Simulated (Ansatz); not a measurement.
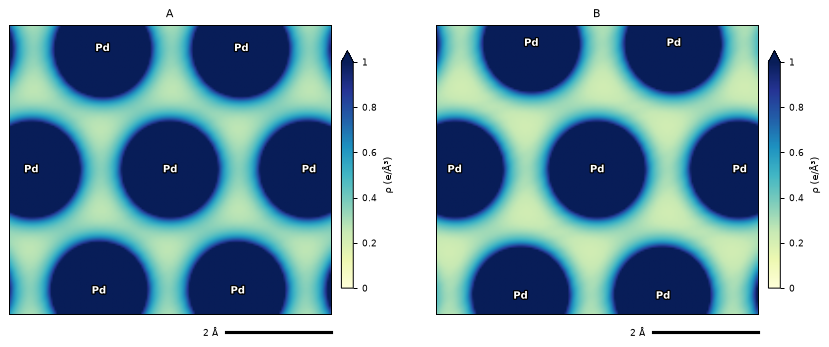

Pd. The valence charge density (pseudo) of two cells that differ in size and shape, on the (100) plane of each (indices in the axes of the calculation cell), at one length scale and on one colour scale: B has 14.7 Å³ an atom and A 13.3.

Space group I4/mmm.

Theory: DFT PBEsol, scalar-relativistic, plane waves, PAW (Ansatz).

The density is the valence pseudo-density of a PAW calculation; it isn't the true density close to the nuclei.

> What changes from the larger cell to the smaller?

From the larger cell to the smaller, Pd–Pd goes from 2.72 to 2.65 Å, and the density at its midpoint from 0.32 to 0.37 e/Å³; the pressure goes from −1.5 to 24 GPa.
